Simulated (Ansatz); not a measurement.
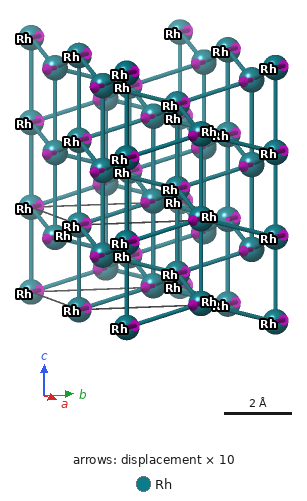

A relaxation of crystalline Rh (a generated structure, set up in I4_1/amd). The starting structure is drawn; purple arrows show the displacements (the part carried along by the change of the cell is left out), 10 times their true length.

The picture is a ball-and-stick view of the conventional cell (2 times the calculation's cell), repeated 2 × 1 × 3 with one cell outlined, seen slightly off an axis. Lengths and directions refer to the drawn axes.

Phase: beta-Sn type.

The calculation used DFT, PBE, plane waves (420 eV) with PAW, scalar-relativistic in Ansatz 0.2.0. Set-up: plane-wave cutoff 420 eV; k-point mesh 14 × 14 × 9; occupations fermi dirac; smearing width 0.1 eV; no spin polarisation; cell and atoms relaxed; force threshold 0.01 eV/Å; at most 60 steps.

> Describe the change and its energy.

The largest moves relative to the cell, 0.083 Å, are those of Rh atoms. The drawn cell changes as follows: a = b 4.729 → 5.073 Å (+7.3 %), c 2.582 → 2.687 Å (+4.0 %), α 90.0° → 74.6°, β 90.0° → 74.6°, γ 90.0° → 106.7°; the volume changes by +2.7 %. Near-neighbour distances that change, for instance: Rh–Rh 3.585 → 2.712 Å, Rh–Rh 3.057 → 2.672 Å, Rh–Rh 2.451 → 2.672 Å, Rh–Rh 2.451 → 2.585 Å. New bonds form: Rh–Rh (3.58 → 2.71 Å). Among the angles between lasting bonds that change: Rh–Rh–Rh 94.0° → 63.3°, Rh–Rh–Rh 74.7° → 90.0°, Rh–Rh–Rh 105.3° → 90.0°. The space group (tolerance 0.01 Å) goes from I4_1/amd (No. 141) to Cmcm (No. 63). The energy falls by 408 meV per atom in 23 accepted moves (27 points after the start). Largest force component: 0.00043 eV/Å at the start, under 0.0001 eV/Å at the end. Pressure: 19.18 GPa at the start and 0.00 GPa at the end. The line search rejected the trial step at point 16 of the run. At 3 points the geometry stayed and the basis and grid were re-selected for the new cell (energy shift of 38.8 meV per atom at most each time).
